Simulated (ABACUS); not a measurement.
## K: 7 runs along one coordinate

System: K (1 atom in the cell).
Method: Kohn-Sham DFT of a periodic cell, PBE, PseudoDojo NC SR 0.4.1 PBE standard, no spin polarisation (ABACUS 3.10.1).

The 7 runs differ only in the geometry, by an even scaling of the cell at fixed fractional positions. The structure derives from a Materials Project entry.

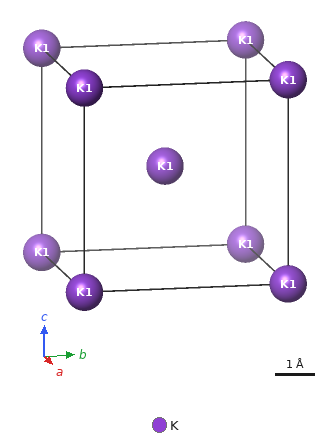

Figure 1. The structure of run 4 (ball-and-stick view of the cell 2 times as large as that of the calculation, set on its symmetry axes, seen slightly off an axis; atoms are numbered from 1 in the order of the input).

**Input file of run 4**
```
INPUT_PARAMETERS
suffix              K
calculation         scf
basis_type          pw
pseudo_dir          ./
symmetry            1
dft_functional      pbe
ecutwfc             74
pseudo_rcut         10
nspin               1
nbands              9
ks_solver           dav
smearing_method     fd
smearing_sigma      0.00367493
scf_thr             1e-08
scf_nmax            100
mixing_type         broyden
mixing_beta         0.7
cal_force           1
cal_stress          1
kpar                4
```

**File STRU of run 4**
```
ATOMIC_SPECIES
K 39.0983 K.upf

LATTICE_CONSTANT
1.8897261246

LATTICE_VECTORS
-2.6975585167 2.6975585167 2.6975585167
2.6975585167 -2.6975585167 2.6975585167
2.6975585167 2.6975585167 -2.6975585167

ATOMIC_POSITIONS
Direct

K
0.0
1
0.0000000000 0.0000000000 0.0000000000 1 1 1
```

**File KPT of run 4**
```
K_POINTS
0
Gamma
7 7 7 0 0 0
```

Command:
```bash
OMP_NUM_THREADS=1 mpirun -np 4 abacus > log
```

Lattice vectors (Å) and fractional positions of run 4:
```
  -2.697559    2.697559    2.697559
   2.697559   -2.697559    2.697559
   2.697559    2.697559   -2.697559
K   0.000000  0.000000  0.000000
```

Run 2 differs from it as follows:
```diff
--2.6975585167 2.6975585167 2.6975585167
-2.6975585167 -2.6975585167 2.6975585167
-2.6975585167 2.6975585167 -2.6975585167
+-2.6611005540 2.6611005540 2.6611005540
+2.6611005540 -2.6611005540 2.6611005540
+2.6611005540 2.6611005540 -2.6611005540
```

**Results, with one run withheld**

```csv
run,volume per atom (Å³),"free energy per atom, from the lowest run given (meV)",pressure (GPa)
1,73.807,0.00,−0.01
2,75.378,?,?
3,76.948,1.52,−0.14
4,78.519,3.22,−0.20
5,80.089,5.46,−0.26
6,81.659,8.20,−0.31
7,83.230,11.39,−0.35
```

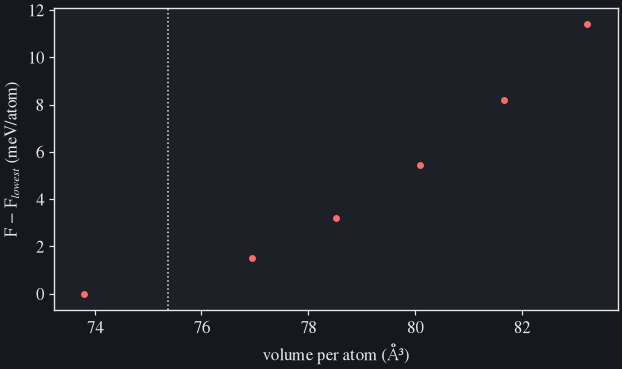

Figure 2. Free energy per atom of the runs given; the dotted line marks run 2.

Estimate the energy of run 2 from the others.

A cubic polynomial in V^(−2/3) (the Birch–Murnaghan form), fitted to the 6 runs given, misses them by under 0.01 meV per atom. With x = V^(−2/3) − 0.05434 Å⁻², it reads F = 3.774 − 2949 x + 5.8017e+05 x² − 1.8073e+06 x³ (meV per atom). At run 2 it gives 0.43 meV per atom, and the run itself gives 0.42. The slope of the fit gives a pressure −dF/dV of −0.08 GPa there, and the run prints −0.08 GPa. The fit has no minimum inside this range.

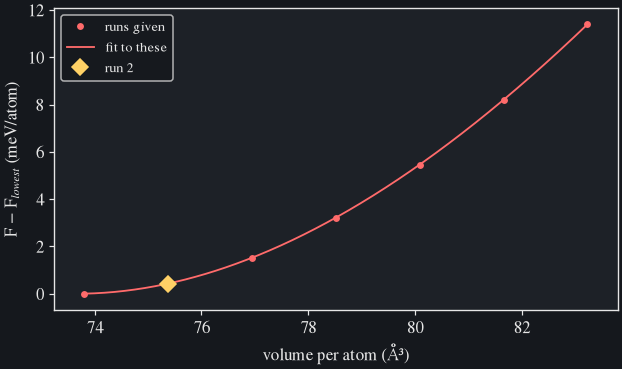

Figure 3. The fit and the withheld run.

**Some lines of the output (run 2)**
```
[...]
                          Volume (Bohr^3) = 508.675
                             Volume (A^3) = 75.3778
 E_Fermi        0.1292082277         1.7579681248
 E_Fermi        0.1264373490         1.7202683861
 E_Fermi        0.1251016639         1.7020954580
 E_Fermi        0.1243638596         1.6920571163
 E_KS(sigma->0) -60.1100958714       -817.8398111779
 E_Fermi        0.1243620467         1.6920324505
 final etot is -817.84333164 eV
 EFERMI = 1.6920324505 eV
 TOTAL-PRESSURE: -0.766381 KBAR
 !FINAL_ETOT_IS -817.8433316416201251 eV
```
